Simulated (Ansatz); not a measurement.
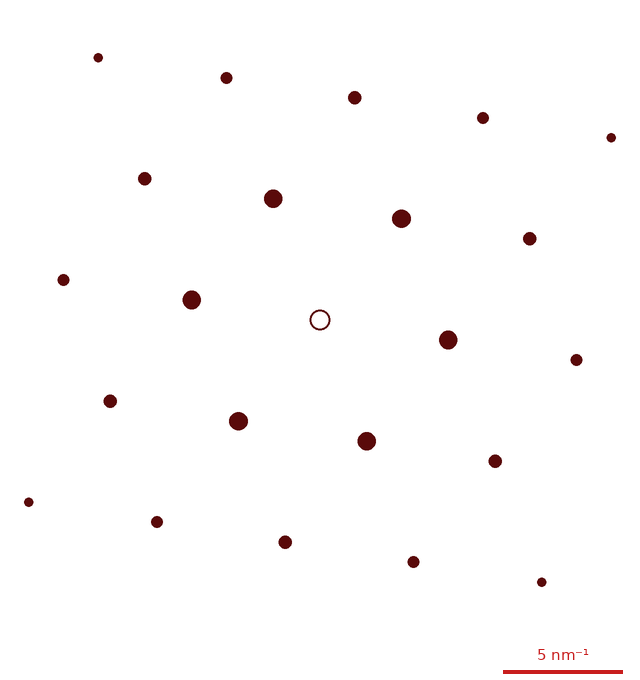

Computed electron diffraction pattern, 80 kV, single scattering only, B = 0.5 Å².

Candidate phases (model or computed cells):
A. Ni, space group Fd-3m (No. 227), a = 5.16 Å
B. C, space group Fm-3m (No. 225), a = 3.036 Å
C. Ni, space group Pm-3m (No. 221), a = 2.35 Å

Q: Which candidate gives this pattern, and along which zone?

A: Candidate A (Ni), along [111] or an equivalent direction. The spots form a hexagonal net with both shortest vectors at d = 1.83 Å, 60.0° apart. They index as -2 2 0 and -2 0 2; no zone of the other candidates with indices up to 3 has this net.
